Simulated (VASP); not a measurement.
# Geometry relaxation of MoS$_{2}$ (part 2 of 3)

MoS$_{2}$ (slab, 3 atoms in the cell); Kohn-Sham DFT of a periodic cell, PBE, VASP PAW PBE potentials, recommended, no spin polarisation (VASP 6.6.1); cutoff 600 eV, 12×12×1 k-mesh, Gaussian smearing of 0.03 eV. The structure derives from an entry of the Crystallography Open Database.

Geometry of the input (Å; fractional positions):
```
3.1690  0.0000  0.0000
-1.5845  2.7444  0.0000
0.0000  0.0000  21.1303
S  0.3333  0.6667  0.4259
S  0.3333  0.6667  0.5741
Mo 0.6667  0.3333  0.5000
```

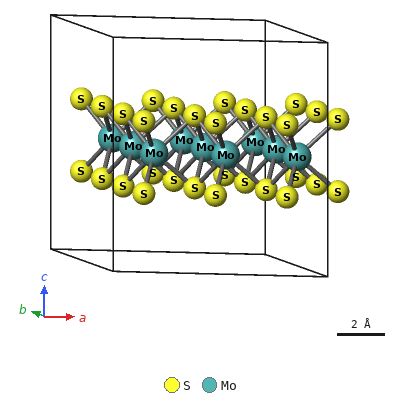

Fig. 1: The input geometry (ball-and-stick view of the 3 × 3 repeat of the cell, with the vacuum cut short, seen slightly off an axis; bonded neighbours outside the cell are drawn too).

## Parts of OUTCAR, continued
```
 Following reciprocal coordinates:
            Coordinates               Weight
  0.000000  0.000000  0.000000      1.000000
  0.083333  0.000000  0.000000      6.000000
  0.166667  0.000000  0.000000      6.000000
  0.250000 -0.000000  0.000000      6.000000
  0.333333 -0.000000  0.000000      6.000000
  0.416667  0.000000  0.000000      6.000000
  0.500000 -0.000000  0.000000      3.000000
  0.083333  0.083333  0.000000      6.000000
  0.166667  0.083333  0.000000     12.000000
  0.250000  0.083333  0.000000     12.000000
  0.333333  0.083333  0.000000     12.000000
  0.416667  0.083333  0.000000     12.000000
  0.166667  0.166667  0.000000      6.000000
  0.250000  0.166667  0.000000     12.000000
  0.333333  0.166667  0.000000     12.000000
  0.416667  0.166667  0.000000      6.000000
  0.250000  0.250000  0.000000      6.000000
  0.333333  0.250000  0.000000     12.000000
  0.333333  0.333333  0.000000      2.000000
   k-points           NKPTS =     19   k-points in BZ     NKDIM =     19   number of bands    NBANDS=     17
   number of dos      NEDOS =    301   number of ions     NIONS =      3
   total plane-waves  NPLWV = 141120
   dimension x,y,z NGX =    28 NGY =   28 NGZ =  180
   dimension x,y,z NGXF=    56 NGYF=   56 NGZF=  360
   ions per type =               2   1
   NGX,Y,Z   is equivalent  to a cutoff of  14.69, 14.69, 14.16 a.u.
   NGXF,Y,Z  is equivalent  to a cutoff of  29.38, 29.38, 28.32 a.u.
 SYSTEM =  unknown system
   PREC   = accura    normal or accurate (medium, high low for compatibility)
   ISTART =      0    job   : 0-new  1-cont  2-samecut
   ICHARG =      2    charge: 1-file 2-atom 10-const
   ISPIN  =      1    spin polarized calculation?
   LNONCOLLINEAR =      F non collinear calculations
   LSORBIT =      F    spin-orbit coupling
   LASPH  =      T    aspherical Exc in radial PAW
   ENCUT  =  600.0 eV  44.10 Ry    6.64 a.u.   6.33  6.33 42.20*2*pi/ulx,y,z
   NELM   =     80;   NELMIN=  2; NELMDL= -5     # of ELM steps
   EDIFF  = 0.1E-05   stopping-criterion for ELM
   LREAL  =      F    real-space projection
   EDIFFG = -.1E-01   stopping-criterion for IOM
   NSW    =     90    number of steps for IOM
   IBRION =      2    ionic relax: 0-MD 1-quasi-New 2-CG
   NFREE  =      1    steps in history (QN), initial steepest desc. (CG)
   ISIF   =      3    stress and relaxation
   ISYM   =      2    0-nonsym 1-usesym 2-fastsym
   POTIM  = 0.5000    time-step for ionic-motion
   TEBEG  =    0.0;   TEEND  =   0.0 temperature during run
   PSTRESS=    0.0 pullay stress
   NELECT =      26.0000    total number of electrons
   NUPDOWN=      -1.0000    fix difference up-down
   EMIN   =  10.00;   EMAX   =-10.00  energy-range for DOS
   EFERMI =   0.00;   METHOD = LEGACY
   ISMEAR =     0;   SIGMA  =   0.03  broadening in eV -4-tet -1-fermi 0-gaus
   EFERMI_NEDOS =   21; number of points for ismear=-14 and -15
   IALGO  =     38    algorithm
   IMIX   =      4    mixing-type and parameters
     AMIX     =   0.40;   BMIX     =  1.00
     AMIX_MAG =   1.60;   BMIX_MAG =  1.00
  volume/ion in A,a.u.               =      61.26       413.39
  Fermi-wavevector in a.u.,A,eV,Ry     =   0.853046  1.612023  9.900786  0.727687
  Thomas-Fermi vector in A             =   1.969428
   LORBIT       =      0    0 simple, 1 ext, 2 COOP (PROOUT), +10 PAW based schemes
   GGA     = PE    functional components
   LHFCALC =     F    Hartree Fock is set to
   AEXX    =    0.0000 exact exchange contribution
   IVDW    =     0    specifies the selected vdW correction
   LEPSILON=     F    determine dielectric tensor
   LRPA    =     F    only Hartree local field effects (RPA)
 conjugate gradient relaxation of ions
 non-spin polarized calculation
 Gauss-broadening in eV      SIGMA  =   0.03
  energy-cutoff  :      600.00
  volume of cell :      183.77
 maximum number of plane-waves:      6163
 NGX is ok and might be reduce to    28
   NGX = 13   NGY = 13   NGZ = 85

--------------------------------------- Ionic step        1  -------------------------------------------

 number of electron      26.0000000 magnetization

 Free energy of the ion-electron system (eV)
  ---------------------------------------------------
  ext. energy  EPLUGINS =         0.00000000
  ---------------------------------------------------
  free energy    TOTEN  =       -21.85124619 eV

  energy without entropy =      -21.85124619  energy(sigma->0) =      -21.85124619

------------------------ aborting loop because EDIFF is reached ----------------------------------------

  FORCE on cell =-STRESS in cart. coord.  units (eV):
  Direction    XX          YY          ZZ          XY          YZ          ZX
  --------------------------------------------------------------------------------------
  -------------------------------------------------------------------------------------
  Total        0.4655480      0.4655480      0.1018351     -0.0000000      0.0000000      0.0000000
  in kB        4.0587690      4.0587690      0.8878248     -0.0000000      0.0000000      0.0000000
  external PRESSURE =       3.0017876 kB  Pullay stress =       0.0000000 kB

 VOLUME and BASIS-vectors are now :
 -----------------------------------------------------------------------------
  energy-cutoff  :      600.00
  volume of cell :      183.77
      direct lattice vectors                 reciprocal lattice vectors
     3.169000000  0.000000000  0.000000000     0.315556958  0.182186895  0.000000000
    -1.584500000  2.744434500  0.000000000     0.000000000  0.364373790  0.000000000
     0.000000000  0.000000000 21.130296000     0.000000000  0.000000000  0.047325414

 POSITION                                       TOTAL-FORCE (eV/Angst)
 -----------------------------------------------------------------------------------
     -0.00000      1.82962      9.00000         0.000000     -0.000000     -0.039053
     -0.00000      1.82962     12.13030         0.000000     -0.000000      0.039053
      1.58450      0.91481     10.56515        -0.000000      0.000000     -0.000000
 -----------------------------------------------------------------------------------
    total drift:                               -0.000013      0.000008      0.000000

  FREE ENERGIE OF THE ION-ELECTRON SYSTEM (eV)
  ---------------------------------------------------
  free  energy   TOTEN  =       -21.8512461929 eV

  energy  without entropy=      -21.8512461929  energy(sigma->0) =      -21.85124619

--------------------------------------- Ionic step        2  -------------------------------------------

 number of electron      26.0000000 magnetization

------------------------ aborting loop because EDIFF is reached ----------------------------------------

  FORCE on cell =-STRESS in cart. coord.  units (eV):
  Direction    XX          YY          ZZ          XY          YZ          ZX
  --------------------------------------------------------------------------------------
  -------------------------------------------------------------------------------------
  Total       -0.3969119     -0.3969119     -0.4596461     -0.0000000      0.0000000      0.0000000
  in kB       -3.4091459     -3.4091459     -3.9479813     -0.0000000      0.0000000      0.0000000
  external PRESSURE =      -3.5887577 kB  Pullay stress =       0.0000000 kB

 VOLUME and BASIS-vectors are now :
 -----------------------------------------------------------------------------
  energy-cutoff  :      600.00
  volume of cell :      186.53
      direct lattice vectors                 reciprocal lattice vectors
     3.192724476  0.000000000  0.000000000     0.313212120  0.180833102  0.000000000
    -1.596362238  2.764980498  0.000000000    -0.000000000  0.361666204  0.000000000
     0.000000000  0.000000000 21.130296000     0.000000000  0.000000000  0.047325414

 POSITION                                       TOTAL-FORCE (eV/Angst)
 -----------------------------------------------------------------------------------
     -0.00000      1.84332      8.99812        -0.000000      0.000000      0.140034
     -0.00000      1.84332     12.13218         0.000000     -0.000000     -0.140034
      1.59636      0.92166     10.56515         0.000000      0.000000      0.000000
 -----------------------------------------------------------------------------------
    total drift:                               -0.000013      0.000008      0.000000

  FREE ENERGIE OF THE ION-ELECTRON SYSTEM (eV)
  ---------------------------------------------------
  free  energy   TOTEN  =       -21.8515061709 eV

  energy  without entropy=      -21.8515061709  energy(sigma->0) =      -21.85150617

--------------------------------------- Ionic step        3  -------------------------------------------

 number of electron      26.0000000 magnetization

------------------------ aborting loop because EDIFF is reached ----------------------------------------

  FORCE on cell =-STRESS in cart. coord.  units (eV):
  Direction    XX          YY          ZZ          XY          YZ          ZX
  --------------------------------------------------------------------------------------
  -------------------------------------------------------------------------------------
  Total        0.0064573      0.0064573     -0.2000002      0.0000000     -0.0000000      0.0000000
  in kB        0.0558635      0.0558635     -1.7302398      0.0000000     -0.0000000      0.0000000
  external PRESSURE =      -0.5395043 kB  Pullay stress =       0.0000000 kB

 VOLUME and BASIS-vectors are now :
 -----------------------------------------------------------------------------
  energy-cutoff  :      600.00
  volume of cell :      185.20
      direct lattice vectors                 reciprocal lattice vectors
     3.181260805  0.000000000  0.000000000     0.314340779  0.181484734  0.000000000
    -1.590630403  2.755052669  0.000000000    -0.000000000  0.362969467  0.000000000
     0.000000000  0.000000000 21.130296000     0.000000000  0.000000000  0.047325414

 POSITION                                       TOTAL-FORCE (eV/Angst)
 -----------------------------------------------------------------------------------
     -0.00000      1.83670      8.99903         0.000000     -0.000000      0.054670
     -0.00000      1.83670     12.13127         0.000000     -0.000000     -0.054670
      1.59063      0.91835     10.56515        -0.000000      0.000000      0.000000
 -----------------------------------------------------------------------------------
    total drift:                               -0.000013      0.000008      0.000000

  FREE ENERGIE OF THE ION-ELECTRON SYSTEM (eV)
  ---------------------------------------------------
  free  energy   TOTEN  =       -21.8530694638 eV

  energy  without entropy=      -21.8530694638  energy(sigma->0) =      -21.85306946

--------------------------------------- Ionic step        4  -------------------------------------------

 number of electron      26.0000000 magnetization

------------------------ aborting loop because EDIFF is reached ----------------------------------------

  FORCE on cell =-STRESS in cart. coord.  units (eV):
  Direction    XX          YY          ZZ          XY          YZ          ZX
  --------------------------------------------------------------------------------------
  -------------------------------------------------------------------------------------
  Total        0.0061951      0.0061951     -0.2038058      0.0000000      0.0000000      0.0000000
  in kB        0.0536037      0.0536037     -1.7634348      0.0000000      0.0000000      0.0000000
  external PRESSURE =      -0.5520758 kB  Pullay stress =       0.0000000 kB

 VOLUME and BASIS-vectors are now :
 -----------------------------------------------------------------------------
  energy-cutoff  :      600.00
  volume of cell :      185.17
      direct lattice vectors                 reciprocal lattice vectors
     3.181015589  0.000000000  0.000000000     0.314365011  0.181498724  0.000000000
    -1.590507794  2.754840305  0.000000000    -0.000000000  0.362997448  0.000000000
     0.000000000  0.000000000 21.130296000     0.000000000  0.000000000  0.047325414

 POSITION                                       TOTAL-FORCE (eV/Angst)
 -----------------------------------------------------------------------------------
     -0.00000      1.83656      8.99905        -0.000000      0.000000      0.052562
     -0.00000      1.83656     12.13125        -0.000000     -0.000000     -0.052562
      1.59051      0.91828     10.56515         0.000000     -0.000000      0.000000
 -----------------------------------------------------------------------------------
    total drift:                               -0.000013      0.000008      0.000000

  FREE ENERGIE OF THE ION-ELECTRON SYSTEM (eV)
  ---------------------------------------------------
  free  energy   TOTEN  =       -21.8530689517 eV

  energy  without entropy=      -21.8530689517  energy(sigma->0) =      -21.85306895

--------------------------------------- Ionic step        5  -------------------------------------------

 number of electron      26.0000000 magnetization

------------------------ aborting loop because EDIFF is reached ----------------------------------------
```
